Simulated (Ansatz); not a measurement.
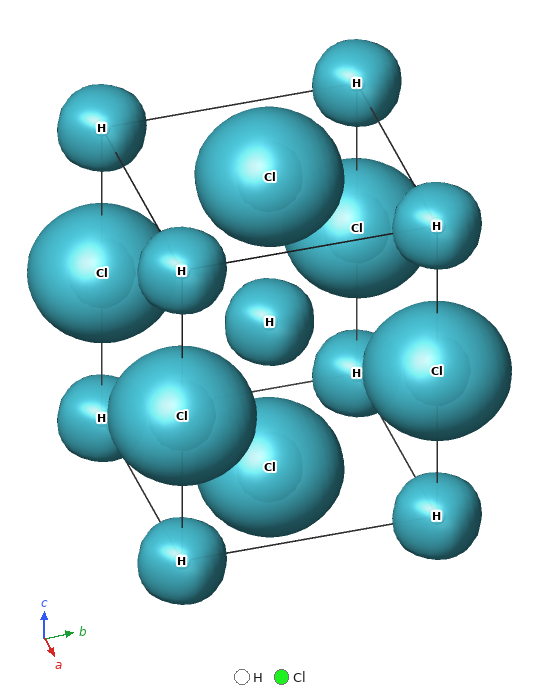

*HCl. Isosurface of the ELF at 0.8 (cyan), seen at an oblique angle. Only the valence region is drawn (cores and ρ < 0.01 e/Å³ removed).*

Space group I4/mmm; changed on purpose from its base cell (strain +0.025 along x and y, -0.050 along z, atoms carried along); computed pressure about −10 GPa in this cell.

These are results of DFT PBEsol, scalar-relativistic, plane waves, PAW in Ansatz, not measurements.

Core electrons are frozen (PAW), and the valence fields are smoothed inside the atomic spheres.

```cif
data_structure
_symmetry_space_group_name_H-M 'P 1'
_symmetry_Int_Tables_number 1
_cell_length_a 3.9682
_cell_length_b 3.9682
_cell_length_c 5.2012
_cell_angle_alpha 90.000
_cell_angle_beta 90.000
_cell_angle_gamma 90.000
_cell_volume 81.90
loop_
_atom_site_label
_atom_site_type_symbol
_atom_site_fract_x
_atom_site_fract_y
_atom_site_fract_z
_atom_site_occupancy
H1 H 0.00000 0.00000 0.00000 1
H2 H 0.50000 0.50000 0.50000 1
Cl1 Cl 0.50000 0.50000 0.00000 1
Cl2 Cl 0.00000 0.00000 0.50000 1
```

Question: Describe the localisation domains.

Answer: At this value the surface marks out two regions around hydrogen nuclei and two regions wrapped around Cl (the valence shell of each), counted in one cell of 4 atoms. Any copies at cell faces, edges or corners count once. Along the contacts the grid gives the following. Cl–H (2.60 Å): the ELF climbs to about 1 towards the hydrogen, as it does in any bond to H.

Question: Does the calculation make it a metal, or give it a gap?

Answer: It is metallic or semimetallic at this level of theory: no gap opens.
